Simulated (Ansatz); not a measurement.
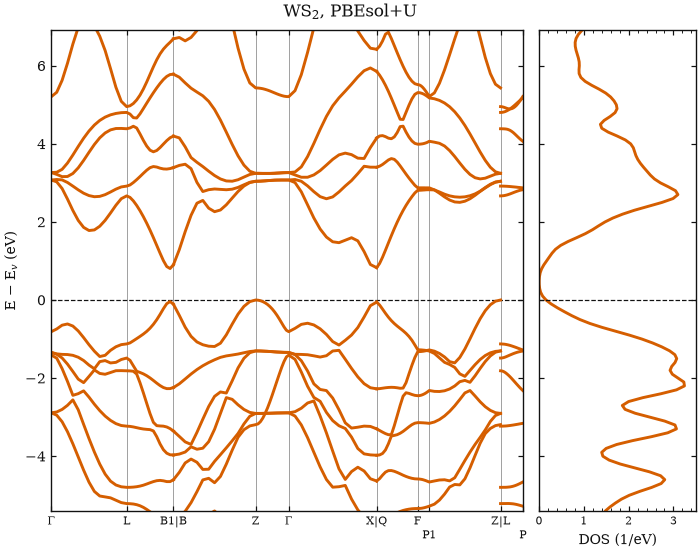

Band structure and density of states. Energies are counted from the top of the valence band. The DOS curve is built from the levels of the k mesh with Gaussians 0.55 eV wide, which also blur the band edges; ripples of that width can come from the mesh.

This input was run:

```yaml
crystal:
  lattice:
    - [1.579, 0.9116360751, 6.1633333333]
    - [-1.579, 0.9116360751, 6.1633333333]
    - [0.0, -1.8232721501, 6.1633333333]
  atoms:
    - { symbol: W, position: [0.0, 0.0, 0.0] }
    - { symbol: S, position: [0.581, 0.581, 0.581] }
    - { symbol: S, position: [0.7503, 0.7503, 0.7503] }
hamiltonian:
  xc: pbesol
  pseudopotentials: { kind: paw }
  hubbard: { sites: [{ species: W, l: d, u_eff: 8.0 }] }
kpoints:
  mp_grid: { grid: [10, 10, 10] }
  band_path:
    path:
      - [[0.0, 0.0, 0.0], [0.5, 0.0, 0.0], [0.5, 0.1812521368, -0.1812521368]]
      - [[0.8187478632, 0.5, 0.1812521368], [0.5, 0.5, 0.5], [0.0, 0.0, 0.0], [0.3406260684, 0.0, -0.3406260684]]
      - [[0.6593739316, 0.3406260684, 0.0], [0.5, 0.5, 0.0], [0.6593739316, 0.6593739316, 0.1812521368], [0.5, 0.5, 0.5]]
      - [[0.5, 0.0, 0.0], [0.8187478632, 0.3406260684, 0.3406260684]]
    npoints: 14
scf:
  occupations: { method: fermi_dirac, width: 0.05 }
  n_extra_bands: 7
output:
  forces: true
  stress: true
  eigenvalues: true
  fatbands: false
```

System: WS$_{2}$, space group R3m, 3 atoms in the primitive cell.

Computed with Ansatz 0.2.0: PBEsol, W d U = 8 eV, Ansatz PAW, no spin polarisation, no spin-orbit coupling, 10×10×10 k mesh, 420 eV cutoff.

Read off the fundamental gap and say whether it is direct.

The bands leave a gap. The gap along this path is 0.81 eV, from the valence-band top at Z to the conduction-band bottom between L and B1; the smallest direct gap, between L and B1, is only slightly larger at 0.85 eV.

How much do the top valence band and the lowest conduction band disperse along the path?

The top valence band spans 1.6 eV and the lowest conduction band 2.3 eV.

Spin-orbit coupling is left out, which matters for W. The PAW data sets were made with another functional. In reduced coordinates of the cell that was run, L is (0.5, 0, 0), B1 is (0.5, 0.181, −0.181), B is (0.819, 0.5, 0.181), Z is (0.5, 0.5, 0.5), X is (0.341, 0, −0.341), Q is (0.659, 0.341, 0), F is (0.5, 0.5, 0), P1 is (0.659, 0.659, 0.181) and P is (0.819, 0.341, 0.341).
